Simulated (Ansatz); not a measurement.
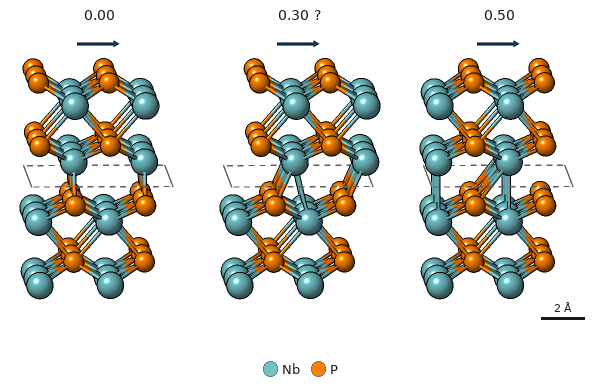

A crystal of NbP (I4_1md): the crystal above a cut along the (0 0 1) plane of the conventional cell (between a plane of P below and one of Nb above, 1.89 Å apart) is slid rigidly by fractions of an in-plane lattice vector 3.32 Å long (a generalised stacking fault). One cut stands in each cell, which starts 11.3 Å high; nothing is relaxed, and the dashed outline marks the cut, the arrow on top the direction of slip. A ball-and-stick model of the layers on both sides of the cut, seen from the side, nearly along the cut plane.

Method: DFT PBEsol, scalar-relativistic, plane waves, PAW in Ansatz 0.2.0. Settings: plane-wave cutoff 420 eV; k-point mesh 14 × 14 × 4; occupations gaussian; smearing width 0.15 eV; no spin polarisation. Energies (free energies at the smearing named) are counted from the relaxed crystal.

| slip (fraction of the lattice vector) | γ (mJ/m²) |
| --- | --- |
| 0.00 | 0 |
| 0.10 | 168 |
| 0.20 | 669 |
| 0.30 | ? |
| 0.40 | 2035 |
| 0.50 | 2311 |

Question: Fill in the missing row.

Answer: A straight line between the two neighbours gives 1352 mJ/m². A cubic through the four nearest rows (0.10, 0.20, 0.40, 0.50) gives, with Lagrange weights, (−0.1667)(168) + (0.6667)(669) + (0.6667)(2035) + (−0.1667)(2311) = 1390 mJ/m². The calculation gives 1379 mJ/m², so the cubic is 11 mJ/m² too high and the straight line 27 mJ/m² too low, as the curve bends downwards here.

The whole profile:

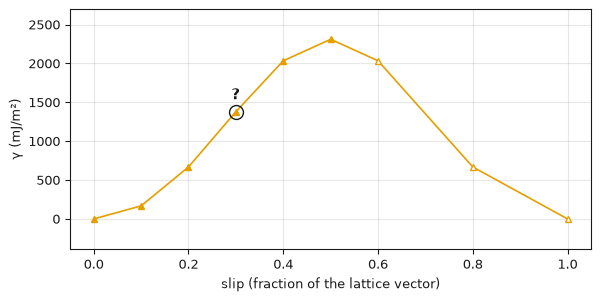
